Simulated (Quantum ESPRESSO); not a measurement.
# CoO: a ladder in cutoff, mesh and threshold together

Wanted: the cheapest choice of cutoff, mesh and threshold together that holds the magnetic results of CoO.

Calculated with Quantum ESPRESSO 7.5; PBE; plane waves with GBRV 1.5 PBE potentials, no spin-orbit coupling (settings of the first rung).

## 1. Starting point

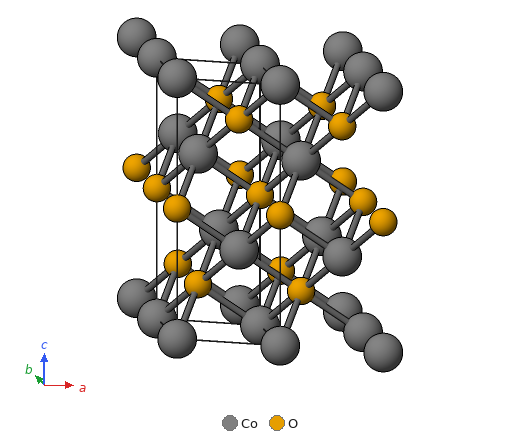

The cell as given, slightly off an axis (cobalt grey, oxygen orange). 2×2×1 cells are drawn. This picture shows the conventional cell, with its axes. Bonds to atoms that aren't drawn are left out. Some periodic images of atoms are drawn too.

The cell comes from Materials Project 2023-11-01, a database of computed structures, and need not be the stable phase.

## 2. Rung 1, start ferro +

File pw.in:

```
&CONTROL
  calculation = 'scf'
  prefix = 'pwscf'
  outdir = './tmp'
  pseudo_dir = './pseudo'
  disk_io = 'nowf'
/
&SYSTEM
  ibrav = 0
  nat = 2
  ntyp = 2
  ecutwfc = 22
  ecutrho = 154
  nbnd = 20
  occupations = 'smearing'
  smearing = 'fd'
  degauss = 0.00734986
  nspin = 2
  starting_magnetization(1) = 0.1765
  starting_magnetization(2) = 0
/
&ELECTRONS
  conv_thr = 2d-06
  electron_maxstep = 150
  mixing_beta = 0.3
/
ATOMIC_SPECIES
Co     58.9332 co_pbe_v1.2.uspp.F.UPF
O      15.9990 o_pbe_v1.2.uspp.F.UPF
CELL_PARAMETERS angstrom
   1.5054695445    0.8691832468    2.4399269062
  -1.5054695445    0.8691832468    2.4399269062
   0.0000000000   -1.7383664936    2.4399269062
ATOMIC_POSITIONS crystal
Co      0.0000000000    0.0000000000    0.0000000000
O       0.5000000000    0.5000000000    0.5000000000
K_POINTS automatic
4 4 4 0 0 0
```

Launch:

```console
$ OMP_NUM_THREADS=1 mpirun -n 2 pw.x -nk 2 -in pw.in > pw.out
```

Log:

```text
Program PWSCF v.7.5 starts

     Message from routine setup:
     using ibrav=0 with symmetry is DISCOURAGED, use correct ibrav instead

     K-points division:     npool     =       2
     Subspace diagonalization in iterative solution of the eigenvalue problem:

     bravais-lattice index     =            0
     lattice parameter (alat)  =       5.6613  a.u.
     unit-cell volume          =     129.2730 (a.u.)^3
     number of atoms/cell      =            2
     number of atomic types    =            2
     number of electrons       =        23.00
     number of Kohn-Sham states=           20
     kinetic-energy cutoff     =      22.0000  Ry
     charge density cutoff     =     154.0000  Ry
     scf convergence threshold =      2.0E-06
     mixing beta               =       0.3000
     number of iterations used =            8  plain     mixing
     Exchange-correlation= SLA  PW   PBE  PBE
                           (   1   4   3   4   0   0   0)

     celldm(1)=   5.661350  celldm(2)=   0.000000  celldm(3)=   0.000000
     celldm(4)=   0.000000  celldm(5)=   0.000000  celldm(6)=   0.000000

     crystal axes: (cart. coord. in units of alat)
               a(1) = (   0.502517   0.290128   0.814434 )
               a(2) = (  -0.502517   0.290128   0.814434 )
               a(3) = (   0.000000  -0.580257   0.814434 )

     reciprocal axes: (cart. coord. in units 2 pi/alat)
               b(1) = (  0.994991  0.574458  0.409282 )
               b(2) = ( -0.994991  0.574458  0.409282 )
               b(3) = (  0.000000 -1.148917  0.409282 )

     PseudoPot. # 1 for Co read from file:
     co_pbe_v1.2.uspp.F.UPF
     Pseudo is Ultrasoft + core correction, Zval = 17.0

     PseudoPot. # 2 for O  read from file:
     o_pbe_v1.2.uspp.F.UPF
     Pseudo is Ultrasoft + core correction, Zval =  6.0

     atomic species   valence    mass     pseudopotential
     Co               17.00    58.93320     Co( 1.00)
     O                 6.00    15.99900     O ( 1.00)

     Starting magnetic structure
     atomic species   magnetization
     Co              0.176
     O               0.000

     12 Sym. Ops., with inversion, found

   Cartesian axes

     site n.     atom                  positions (alat units)
         1        Co     tau(   1) = (   0.0000000   0.0000000   0.0000000  )
         2        O      tau(   2) = (   0.0000000   0.0000000   1.2216504  )

     number of k points=    13  Fermi-Dirac smearing, width (Ry)=  0.0073
                       cart. coord. in units 2pi/alat
        k(    1) = (   0.0000000   0.0000000   0.0000000), wk =   0.0156250
        k(    2) = (   0.0000000  -0.2872292   0.1023206), wk =   0.0937500
        k(    3) = (   0.0000000   0.5744583  -0.2046412), wk =   0.0468750
        k(    4) = (  -0.2487478  -0.1436146   0.2046412), wk =   0.0937500
        k(    5) = (  -0.2487478   0.7180729  -0.1023206), wk =   0.1875000
        [... 8 further k-points ...]

     Dense  grid:     4207 G-vectors     FFT dimensions: (  24,  24,  24)

     Smooth grid:     1819 G-vectors     FFT dimensions: (  18,  18,  18)

     Check: negative core charge=   -0.000053
     Generating pointlists ...
     new r_m :   0.2924 (alat units)  1.6555 (a.u.) for type    1
     new r_m :   0.2924 (alat units)  1.6555 (a.u.) for type    2

     Initial potential from superposition of free atoms

     starting charge      22.0000, renormalised to      23.0000
     Starting wfcs are   17 randomized atomic wfcs +    3 random wfcs

     Self-consistent Calculation

     iteration #  1     ecut=    22.00 Ry     beta= 0.30
     Davidson diagonalization with overlap
     ethr =  1.00E-02,  avg # of iterations =  4.1

     total energy              =    -327.03531102 Ry
     estimated scf accuracy    <       8.74929333 Ry

     total magnetization       =     2.79 Bohr mag/cell
     absolute magnetization    =     2.85 Bohr mag/cell

     iteration #  2     ecut=    22.00 Ry     beta= 0.30
     Davidson diagonalization with overlap
     ethr =  1.00E-02,  avg # of iterations =  2.0

     total energy              =    -328.53610845 Ry
     estimated scf accuracy    <       7.70773665 Ry

     total magnetization       =     0.58 Bohr mag/cell
     absolute magnetization    =     0.58 Bohr mag/cell

     [... further iterations left out ...]

     iteration # 12     ecut=    22.00 Ry     beta= 0.30
     Davidson diagonalization with overlap
     ethr =  2.58E-08,  avg # of iterations =  1.0

     total energy              =    -329.63838569 Ry
     estimated scf accuracy    <       0.00000209 Ry

     total magnetization       =     2.77 Bohr mag/cell
     absolute magnetization    =     2.78 Bohr mag/cell

     iteration # 13     ecut=    22.00 Ry     beta= 0.30
     Davidson diagonalization with overlap
     ethr =  9.07E-09,  avg # of iterations =  1.0

     Magnetic moment per site  (integrated on atomic sphere of radius R)
     atom   1 (R=0.292)  charge= 14.7547  magn=  2.3680
     atom   2 (R=0.292)  charge=  5.7397  magn=  0.3157

     End of self-consistent calculation

     [... lines left out ...]
     the Fermi energy is    13.5724 ev

!    total energy              =    -329.63839085 Ry
     estimated scf accuracy    <       0.00000003 Ry
     smearing contrib. (-TS)   =      -0.00964185 Ry
     internal energy E=F+TS    =    -329.62874900 Ry

     The total energy is F=E-TS. E is the sum of the following terms:
     one-electron contribution =    -178.69374295 Ry
     hartree contribution      =     102.05062103 Ry
     xc contribution           =     -39.64226777 Ry
     ewald contribution        =    -213.34335931 Ry

     total magnetization       =     2.77 Bohr mag/cell
     absolute magnetization    =     2.78 Bohr mag/cell

     convergence has been achieved in  13 iterations

=------------------------------------------------------------------------------=
   JOB DONE.
=------------------------------------------------------------------------------=
```

It took 2.7 s on 2 MPI ranks of Arm Neoverse V1, shared host; peak memory 0.11 GiB; 5.2 s of CPU time.

Spin moment in the atom's sphere by atom:

| atom | spin moment in the atom's sphere (μB) |
| --- | --- |
| Co1 | 2.37 |
| O2 | 0.32 |

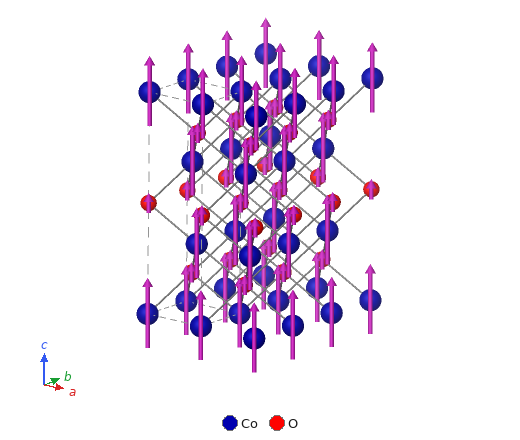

Spin moment in the atom's sphere as arrows, the longest 2.37 μB. Up and down stand for the sign. Arrows give size and sign along the axis of quantisation, drawn up and down the page. Each arrow also spans its atom, so small moments look longer than they are. Bonds to atoms that aren't drawn are left out. 2×3×1 conventional cells are drawn. Some periodic images of atoms are drawn too.

Numbers from this step:

```
magnetization : 2.775 μB
final state   : ferromagnetic
```

## 3. Rung 1, start antiferro q=(1/2,1/2,1/2) +-

The wavevector q is in fractions of the reciprocal vectors of the crystal's primitive cell, as the cells of these inputs are built from it; moments change sign between cells as cos(2π q·R).

File pw.in:

```
&CONTROL
  calculation = 'scf'
  prefix = 'pwscf'
  outdir = './tmp'
  pseudo_dir = './pseudo'
  disk_io = 'nowf'
/
&SYSTEM
  ibrav = 0
  nat = 4
  ntyp = 3
  ecutwfc = 22
  ecutrho = 154
  nbnd = 32
  occupations = 'smearing'
  smearing = 'fd'
  degauss = 0.00734986
  nspin = 2
  starting_magnetization(1) = 0.1765
  starting_magnetization(2) = -0.1765
  starting_magnetization(3) = 0
/
&ELECTRONS
  conv_thr = 4d-06
  electron_maxstep = 150
  mixing_beta = 0.3
/
ATOMIC_SPECIES
Co1    58.9332 co_pbe_v1.2.uspp.F.UPF
Co2    58.9332 co_pbe_v1.2.uspp.F.UPF
O      15.9990 o_pbe_v1.2.uspp.F.UPF
CELL_PARAMETERS angstrom
   3.0109390890    1.7383664936    4.8798538124
   0.0000000000    1.7383664936    4.8798538124
   1.5054695445   -0.8691832468    4.8798538124
ATOMIC_POSITIONS crystal
Co1     0.0000000000    0.0000000000    0.0000000000
Co2     0.5000000000    0.0000000000    0.0000000000
O       0.7500000000    0.5000000000    0.5000000000
O       0.2500000000    0.5000000000    0.5000000000
K_POINTS automatic
2 4 4 0 0 0
```

Log:

```text
     [... lines left out ...]
Program PWSCF v.7.5 starts
     [... lines left out ...]
     number of atoms/cell      =            4
     [... lines left out ...]
     number of electrons       =        46.00
     number of Kohn-Sham states=           32
     kinetic-energy cutoff     =      22.0000  Ry
     charge density cutoff     =     154.0000  Ry
     scf convergence threshold =      4.0E-06
     [... lines left out ...]
     12 Sym. Ops., with inversion, found
     [... lines left out ...]
     number of k points=     8  Fermi-Dirac smearing, width (Ry)=  0.0073
     [... lines left out ...]
     iteration # 13     ecut=    22.00 Ry     beta= 0.30
     [... lines left out ...]
     Magnetic moment per site  (integrated on atomic sphere of radius R)
     atom   1 (R=0.146)  charge= 14.7556  magn=  2.3917
     atom   2 (R=0.146)  charge= 14.7555  magn= -2.3913
     atom   3 (R=0.146)  charge=  5.7405  magn=  0.0000
     atom   4 (R=0.146)  charge=  5.7405  magn=  0.0000
     [... lines left out ...]
     the Fermi energy is    13.5099 ev
!    total energy              =    -659.28122399 Ry
     estimated scf accuracy    <       0.00000216 Ry
     smearing contrib. (-TS)   =      -0.01823582 Ry
     [... lines left out ...]
     total magnetization       =     0.00 Bohr mag/cell
     absolute magnetization    =     5.09 Bohr mag/cell
     convergence has been achieved in  13 iterations
```

Elapsed: 8.4 s, on 2 MPI ranks; peak memory 0.15 GiB.

Spin moment in the atom's sphere by atom:

| atom | spin moment in the atom's sphere (μB) |
| --- | --- |
| Co1 | 2.39 |
| Co2 | -2.39 |
| O3 | 0.00 |
| O4 | 0.00 |

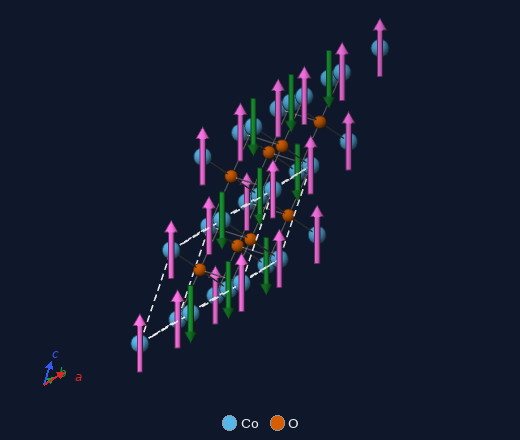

Spin moment in the atom's sphere as arrows, the longest 2.39 μB. Up and down stand for the sign. Arrows give size and sign along the axis of quantisation, drawn up and down the page. The two directions have two colours. Bonds to atoms that aren't drawn are left out. 1×2×2 cells are drawn. Some periodic images of atoms are drawn too.

Read from the output:

| Property | Result |
| --- | --- |
| magnetization | 0 μB |
| final state | antiferromagnetic |

## 4. Rung 2, start ferro +

File pw.in:

```
&CONTROL
  calculation = 'scf'
  prefix = 'pwscf'
  outdir = './tmp'
  pseudo_dir = './pseudo'
  disk_io = 'nowf'
/
&SYSTEM
  ibrav = 0
  nat = 2
  ntyp = 2
  ecutwfc = 30
  ecutrho = 210
  nbnd = 20
  occupations = 'smearing'
  smearing = 'fd'
  degauss = 0.00734986
  nspin = 2
  starting_magnetization(1) = 0.1765
  starting_magnetization(2) = 0
/
&ELECTRONS
  conv_thr = 2d-07
  electron_maxstep = 150
  mixing_beta = 0.3
/
ATOMIC_SPECIES
Co     58.9332 co_pbe_v1.2.uspp.F.UPF
O      15.9990 o_pbe_v1.2.uspp.F.UPF
CELL_PARAMETERS angstrom
   1.5054695445    0.8691832468    2.4399269062
  -1.5054695445    0.8691832468    2.4399269062
   0.0000000000   -1.7383664936    2.4399269062
ATOMIC_POSITIONS crystal
Co      0.0000000000    0.0000000000    0.0000000000
O       0.5000000000    0.5000000000    0.5000000000
K_POINTS automatic
6 6 6 0 0 0
```

Log:

```text
     [... lines left out ...]
Program PWSCF v.7.5 starts
     [... lines left out ...]
     number of atoms/cell      =            2
     [... lines left out ...]
     number of electrons       =        23.00
     number of Kohn-Sham states=           20
     kinetic-energy cutoff     =      30.0000  Ry
     charge density cutoff     =     210.0000  Ry
     scf convergence threshold =      2.0E-07
     [... lines left out ...]
     12 Sym. Ops., with inversion, found
     [... lines left out ...]
     number of k points=    32  Fermi-Dirac smearing, width (Ry)=  0.0073
     [... lines left out ...]
     iteration # 13     ecut=    30.00 Ry     beta= 0.30
     [... lines left out ...]
     Magnetic moment per site  (integrated on atomic sphere of radius R)
     atom   1 (R=0.292)  charge= 14.6184  magn=  2.4563
     atom   2 (R=0.292)  charge=  5.7496  magn=  0.3070
     [... lines left out ...]
     the Fermi energy is    14.0042 ev
!    total energy              =    -330.67249666 Ry
     estimated scf accuracy    <       0.00000004 Ry
     smearing contrib. (-TS)   =      -0.00824399 Ry
     [... lines left out ...]
     total magnetization       =     2.86 Bohr mag/cell
     absolute magnetization    =     2.89 Bohr mag/cell
     convergence has been achieved in  13 iterations
```

Elapsed: 4.3 s, on 2 MPI ranks; peak memory 0.12 GiB.

This step gave:

| Quantity | Value |
| --- | --- |
| magnetization | 2.864 μB |
| final state | ferromagnetic |
| largest moment | 2.456 μB |

## 5. Rung 2, start antiferro q=(1/2,1/2,1/2) +-

File pw.in:

```
&CONTROL
  calculation = 'scf'
  prefix = 'pwscf'
  outdir = './tmp'
  pseudo_dir = './pseudo'
  disk_io = 'nowf'
/
&SYSTEM
  ibrav = 0
  nat = 4
  ntyp = 3
  ecutwfc = 30
  ecutrho = 210
  nbnd = 32
  occupations = 'smearing'
  smearing = 'fd'
  degauss = 0.00734986
  nspin = 2
  starting_magnetization(1) = 0.1765
  starting_magnetization(2) = -0.1765
  starting_magnetization(3) = 0
/
&ELECTRONS
  conv_thr = 4d-07
  electron_maxstep = 150
  mixing_beta = 0.3
/
ATOMIC_SPECIES
Co1    58.9332 co_pbe_v1.2.uspp.F.UPF
Co2    58.9332 co_pbe_v1.2.uspp.F.UPF
O      15.9990 o_pbe_v1.2.uspp.F.UPF
CELL_PARAMETERS angstrom
   3.0109390890    1.7383664936    4.8798538124
   0.0000000000    1.7383664936    4.8798538124
   1.5054695445   -0.8691832468    4.8798538124
ATOMIC_POSITIONS crystal
Co1     0.0000000000    0.0000000000    0.0000000000
Co2     0.5000000000    0.0000000000    0.0000000000
O       0.7500000000    0.5000000000    0.5000000000
O       0.2500000000    0.5000000000    0.5000000000
K_POINTS automatic
3 6 6 0 0 0
```

Log:

```text
     [... lines left out ...]
Program PWSCF v.7.5 starts
     [... lines left out ...]
     number of atoms/cell      =            4
     [... lines left out ...]
     number of electrons       =        46.00
     number of Kohn-Sham states=           32
     kinetic-energy cutoff     =      30.0000  Ry
     charge density cutoff     =     210.0000  Ry
     scf convergence threshold =      4.0E-07
     [... lines left out ...]
     12 Sym. Ops., with inversion, found
     [... lines left out ...]
     number of k points=    16  Fermi-Dirac smearing, width (Ry)=  0.0073
     [... lines left out ...]
     iteration # 14     ecut=    30.00 Ry     beta= 0.30
     [... lines left out ...]
     Magnetic moment per site  (integrated on atomic sphere of radius R)
     atom   1 (R=0.146)  charge= 14.6304  magn=  2.3764
     atom   2 (R=0.146)  charge= 14.6304  magn= -2.3764
     atom   3 (R=0.146)  charge=  5.7406  magn=  0.0000
     atom   4 (R=0.146)  charge=  5.7406  magn=  0.0000
     [... lines left out ...]
     the Fermi energy is    13.9695 ev
!    total energy              =    -661.36285769 Ry
     estimated scf accuracy    <       0.00000003 Ry
     smearing contrib. (-TS)   =      -0.01579210 Ry
     [... lines left out ...]
     total magnetization       =    -0.00 Bohr mag/cell
     absolute magnetization    =     5.09 Bohr mag/cell
     convergence has been achieved in  14 iterations
```

The job ended after 23 s (2 MPI ranks; peak memory 0.18 GiB).

This step gave:

| Quantity | Value |
| --- | --- |
| magnetization | 0 μB |
| final state | antiferromagnetic |
| largest moment | 2.376 μB |

## 6. Rung 3, start ferro +

File pw.in:

```
&CONTROL
  calculation = 'scf'
  prefix = 'pwscf'
  outdir = './tmp'
  pseudo_dir = './pseudo'
  disk_io = 'nowf'
/
&SYSTEM
  ibrav = 0
  nat = 2
  ntyp = 2
  ecutwfc = 40
  ecutrho = 280
  nbnd = 20
  occupations = 'smearing'
  smearing = 'fd'
  degauss = 0.00734986
  nspin = 2
  starting_magnetization(1) = 0.1765
  starting_magnetization(2) = 0
/
&ELECTRONS
  conv_thr = 4d-09
  electron_maxstep = 150
  mixing_beta = 0.3
/
ATOMIC_SPECIES
Co     58.9332 co_pbe_v1.2.uspp.F.UPF
O      15.9990 o_pbe_v1.2.uspp.F.UPF
CELL_PARAMETERS angstrom
   1.5054695445    0.8691832468    2.4399269062
  -1.5054695445    0.8691832468    2.4399269062
   0.0000000000   -1.7383664936    2.4399269062
ATOMIC_POSITIONS crystal
Co      0.0000000000    0.0000000000    0.0000000000
O       0.5000000000    0.5000000000    0.5000000000
K_POINTS automatic
8 8 8 0 0 0
```

Log:

```text
     [... lines left out ...]
Program PWSCF v.7.5 starts
     [... lines left out ...]
     number of atoms/cell      =            2
     [... lines left out ...]
     number of electrons       =        23.00
     number of Kohn-Sham states=           20
     kinetic-energy cutoff     =      40.0000  Ry
     charge density cutoff     =     280.0000  Ry
     scf convergence threshold =      4.0E-09
     [... lines left out ...]
     12 Sym. Ops., with inversion, found
     [... lines left out ...]
     number of k points=    65  Fermi-Dirac smearing, width (Ry)=  0.0073
     [... lines left out ...]
     iteration # 15     ecut=    40.00 Ry     beta= 0.30
     [... lines left out ...]
     Magnetic moment per site  (integrated on atomic sphere of radius R)
     atom   1 (R=0.292)  charge= 14.6047  magn=  2.5039
     atom   2 (R=0.292)  charge=  5.7576  magn=  0.3242
     [... lines left out ...]
     the Fermi energy is    14.0673 ev
!    total energy              =    -330.72027135 Ry
     estimated scf accuracy    <          8.8E-10 Ry
     smearing contrib. (-TS)   =      -0.00808905 Ry
     [... lines left out ...]
     total magnetization       =     2.93 Bohr mag/cell
     absolute magnetization    =     2.95 Bohr mag/cell
     convergence has been achieved in  15 iterations
```

It took 18 s on 2 MPI ranks; peak memory 0.16 GiB; 36 s of CPU time.

Numbers from this step:

* magnetization: 2.93 μB
* final state: ferromagnetic
* largest moment: 2.504 μB

[end of part 1 of 2]

[Logs and program files are shortened in this print: banners, set-up blocks, solver, clock and traceback lines can be left out without a mark of their own.]

[Logs are printed without paths, hosts, clocks, repeated set-up lines and the standing remarks that a program may print on its own settings, such as how far it seeks lower states.]

[Hosts, paths, dates, database ids (printed as entryN), source tags and the programs' standing remarks are cut or masked in the printed files.]

[Where a cell is said to come from a database of computed structures, the database is the Materials Project.]
